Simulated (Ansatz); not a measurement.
## Run report: Ta, single-point calculation

System: Ta (Im-3m, 1 atom in the cell).
Method: DFT PBEsol, scalar-relativistic, plane waves, PAW, no spin polarisation (Ansatz 0.2.0).

The structure derives from an entry of the Crystallography Open Database. Figures and captions count atoms from 1; the log counts them from 0 in places.

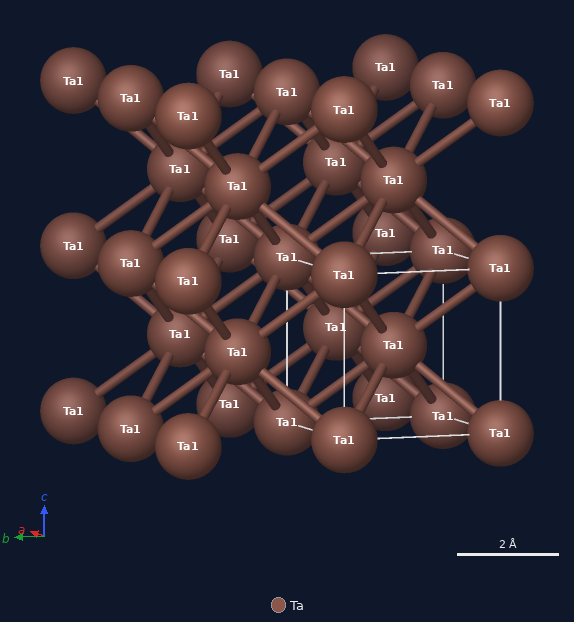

**Figure 1.** The input geometry (ball-and-stick view of the cell 2 times as large as that of the calculation, set on its symmetry axes, repeated 2 × 2 × 2, seen at an oblique angle; atoms are numbered from 1 in the order of the input). An atom can appear more than once, as a periodic image. Near neighbours in the periodic cell (some may lie outside the picture): Ta has 8 Ta at 2.86 Å.

Key numbers

| quantity | value |
| --- | --- |
| outcome | converged |
| space group (tolerance 0.01 Å) | Im-3m (229) |
| electrons treated | 13 |
| free energy | −9806.5026 eV |
| Fermi energy | 18.459 eV |
| gap on the k-point mesh | none (metallic) |
| pressure | −3.78 GPa |
| largest force (length of the vector) | under 0.001 eV/Å |
| hardware | 1 thread of Intel Xeon @ 2.70GHz, 189 GiB of memory available, shared host |
| wall time | 3.2 s |
| peak memory | 0.35 GiB |

Notes

Spin–orbit coupling is left out, which matters for Ta.

The input
```yaml
crystal:
  lattice:
    - [-1.65128, 1.65128, 1.65128]
    - [1.65128, -1.65128, 1.65128]
    - [1.65128, 1.65128, -1.65128]
  atoms:
    - { symbol: Ta, position: [0.0, 0.0, 0.0] }
basis:
  ecutwfc: 420
kpoints:
  mp_grid: { grid: [20, 20, 20] }
hamiltonian:
  xc: pbesol
scf:
  occupations: { method: gaussian, width: 0.15 }
output:
  forces: true
  stress: true
  eigenvalues: true
  write_density: true
  write_potential: true
  elf: true
  volumetric_format: npy
```

Command:
```bash
ansatz run input.yaml --threads 1 --pin off --max-ram 2560MiB --backend cpu --events-out ev --progress --plain --runs-dir out
```

Log
```
Engine: ansatz 0.2.0, x86_64-unknown-linux-gnu
Pseudopotentials: kind: paw
Pseudopotential: Ta, paw, valence charge 13, recommended cutoff 420 eV (normal), Ta.paw.azcp
Functional definition: PBEsol
  exchange = pbesol_x
  correlation = pbesol_c
Crystal: 1 atoms, lattice volume = 18.010 Å³
Basis set: ecut = 420 eV, 369 PW (Γ), exchange–correlation on 40×40×40 points (8 copies of the dense FFT grid, shifted against one another)
Bands: 11, of which v1, the nominal top of the filled ones, is band 7 counted from 1 (6 counted from 0)
Symmetry: 48 space group operations
Space group: Im-3m (ITA 229), of the structure as read, at distance tolerance 2.6e-5 Å
k-points: 256 of 8000
Non-local potential: Ta, projectors of the file, l = 0: 3, l = 1: 2, l = 2: 2, l = 3: 1
PAW form: soft (Blöchl's): semilocal exchange-correlation on the pseudo side does not see the compensation charge
PAW frozen core: Ta, regenerated for the run's functional, and the local potential with it (the file was generated under x = pbe(κ = 0.804, μ = 0.2195149727645171), c = pbe(β = 0.06672455060314922))
PAW one-centre angular grid: Ta, 590 points (default); XC on 64 Gauss nodes
Initial density: superposition of atomic densities (neutral atoms: chi_scale 0, normalization atom), corrected by the library's trained network
Initial wavefunctions: pseudopotential atomic-orbital guess
Functional: x = pbesol(κ = 0.804, μ = 0.12345679012345678), c = pbesol(β = 0.046)
SCF iter   1: F=—  HF=-9806.502689 eV  |F-HF|=—  |Δ(HF+E_count)|=         —  Δρ=2.17e-3  dr2=2.26e-4  ethr=1.77e-3  ⟨swp⟩=5.1  Hψ=15388  notcnv=0
preconditioner: auto → none  [metal: Δε(μ)=0.012 eV  Ē_g=8.326 eV  σ=0.150 eV  W_gap=0.04  n_scr=0 (ndim 8)  ℏωp=19.6 eV  f_vac=0.000  D(μ)=1.28/eV (n_scr^D=12)]
SCF iter   2: F=—  HF=-9806.502549 eV  |F-HF|=—  |Δ(HF+E_count)|=   1.40e-4  Δρ=1.02e-3  dr2=4.81e-5  ethr=1.74e-6  ⟨swp⟩=2.1  Hψ=6213  notcnv=0
SCF iter   3: F=—  HF=-9806.502589 eV  |F-HF|=—  |Δ(HF+E_count)|=   4.04e-5  Δρ=1.63e-4  dr2=1.71e-6  ethr=3.70e-7  ⟨swp⟩=1.1  Hψ=2839  notcnv=0
SCF iter   4: F=—  HF=-9806.502589 eV  |F-HF|=—  |Δ(HF+E_count)|=   1.08e-7  Δρ=4.51e-5  dr2=1.06e-7  ethr=1.31e-8  ⟨swp⟩=2.2  Hψ=4142  notcnv=0
iter 5 did not close the SCF: its close was put off for the readings that it lacked (scf_convergence_deferred on its scf_iter line)
SCF iter   5: F=-9806.502589 eV  HF=-9806.502589 eV  |F-HF|=1.57e-8  |Δ(HF+E_count)|=   2.99e-8  Δρ=2.46e-5  dr2=3.00e-8  ethr=8.13e-10  ⟨swp⟩=1.1  Hψ=2838  notcnv=0
SCF iter   6: F=-9806.502589 eV  HF=-9806.502589 eV  |F-HF|=1.46e-11  |Δ(HF+E_count)|=   1.31e-8  Δρ=9.96e-7  dr2=6.18e-11  ethr=2.31e-10  ⟨swp⟩=6.3  Hψ=14443  notcnv=0
SCF 1 converged in 6 iterations: F = -9806.502589 eV  dr2 = 6.18e-11
  greatest PAW one-centre occupation: 1.000 electrons in one spin orbital (limit 2), on the Ta atom at site 0 (counted from 0), in its partial waves of l = 0
SCF converged after 6 iterations
Free energy (F): -9806.502589 eV
Harris-Foulkes:  -9806.502589 eV  (|F-HF|=1.46e-11)
Internal energy: -9806.488172 eV  (E = F + TS)
E sigma→0 (E₀):  -9806.495381 eV
Entropy (-TS):   -0.014417 eV (-14.417 meV/atom)
Fermi energy:    18.459279 eV
--- Per-component energies (eV) ---
  E_band       = -105.277400
  E_kinetic    = 365.976686
  E_local      = -550.025870  (includes V_loc(G=0)·N_el)
  E_nonlocal   = 17.545073
  E_hartree    = 190.047364
  E_xc         = -216.889344
  E_vxc        = -203.689406  (∫ρ·V_xc dr)
  E_paw        = -8272.544438  (= ΣΔE_a)
  E_vpaw       = -115.178815  (= ΣTr[D̂ρ^β])
  E_aug_tail   = 0.000155  (compensation charges beyond the density's cutoff)
  E_ewald      = -1340.811443
  E_core_change = 0.213646  (= ΣΔE_core)
  E_smearing   = -0.014417  (= −TS)
  E_closure    = 0.000000  (closes the sum)
  Σ components = -9806.502589   (vs F -9806.502589, Δ=0.00e0)
--- Forces (eV/Å), atoms counted from 1 ---
  atom   1  Ta    -0.00000000     0.00000000     0.00000000
  max |Σ_I F_I| component: 3.29e-32 eV/Å
--- Stress (GPa, compression-positive) ---
       -3.777596       0.000000      -0.000000
       -0.000000      -3.777596       0.000000
       -0.000000       0.000000      -3.777596
  P = ⅓ Tr σ = -3.7776 GPa (-37.776 kbar)
--- Band table (eV; the first three rows and the last of 256) ---
  k-point 0: bands = ["-48.5739", "-14.5154", "-14.5154", "-14.5154", "10.5630", "19.1913", "19.1913", "19.1913", "22.4617", "22.4617", "33.1092"]
  k-point 1: bands = ["-48.5711", "-14.5468", "-14.5251", "-14.5155", "10.6749", "19.1178", "19.1716", "19.3013", "22.3382", "22.4616", "33.2115"]
  k-point 2: bands = ["-48.5629", "-14.6374", "-14.5531", "-14.5160", "11.0015", "18.9122", "19.0911", "19.6286", "22.0611", "22.4667", "33.4812"]
  k-point 255: bands = ["-48.3709", "-15.3399", "-15.3399", "-15.3399", "14.6592", "14.6592", "25.3152", "25.3152", "25.3152", "27.0826", "27.0826"]
```

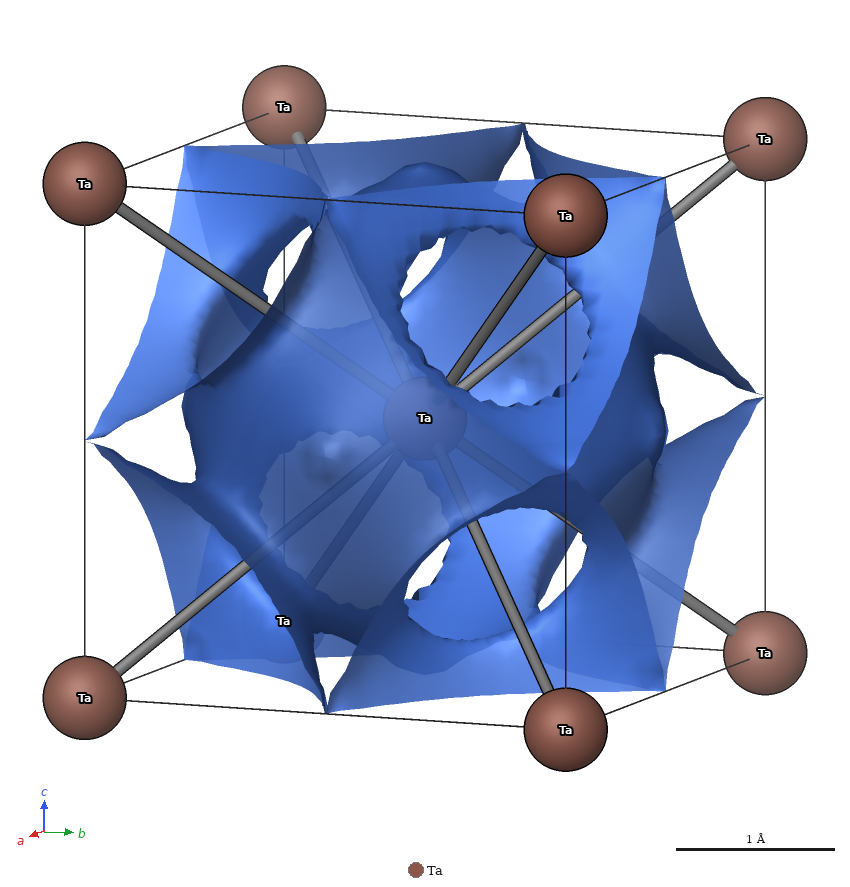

**Figure 2.** Isosurface of the electron localisation function at 0.4 (blue), seen slightly off an axis. Only the valence region is drawn (cores and ρ < 0.01 e/Å³ removed). Sticks mark near contacts. The outline is the cell set on symmetry axes. Values along the shortest contacts: Ta–Ta (2.86 Å): the ELF is about 0.30 at the midpoint (no localised pair between them). The fields are those of the smooth PAW valence density.

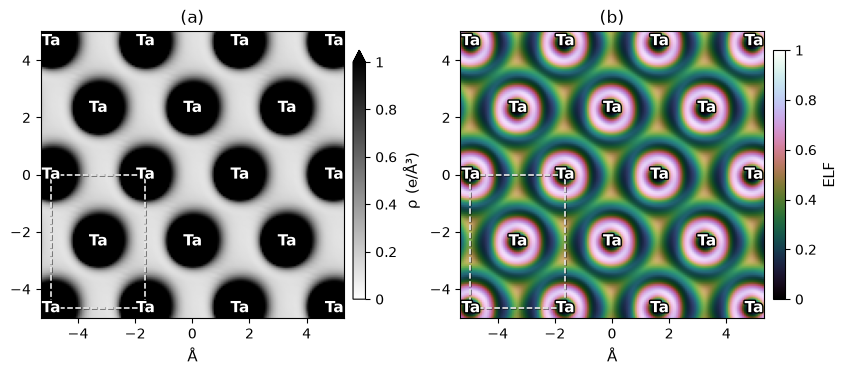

**Figure 3.** (a) valence electron density; (b) ELF on the (011̄) plane of the conventional cell. The section cuts through Ta sites. Ta–Ta (2.86 Å): the density is about 0.31 e/Å³ at the midpoint; the ELF is about 0.30 at the midpoint; no localised pair between them. Away from the nuclei the density in this plane falls to 0.22 e/Å³ at its lowest. The strong features right at Ta lie inside the PAW spheres (semicore, d or f shells) and say nothing about bonding.

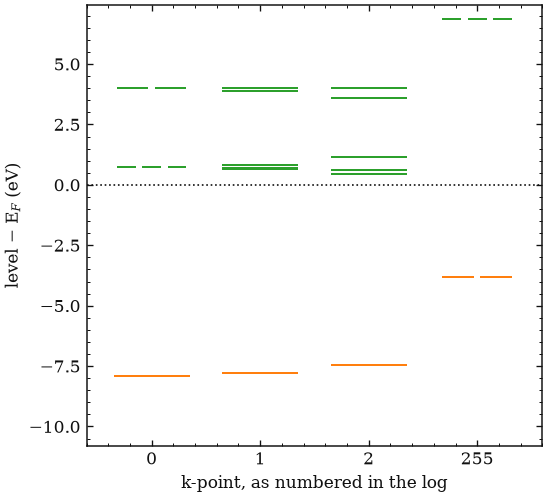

**Figure 4.** Kohn–Sham levels near the Fermi level (dotted) at the few k-points that the log prints; levels within 0.02 eV of each other stand side by side. The system is metallic on the full mesh.
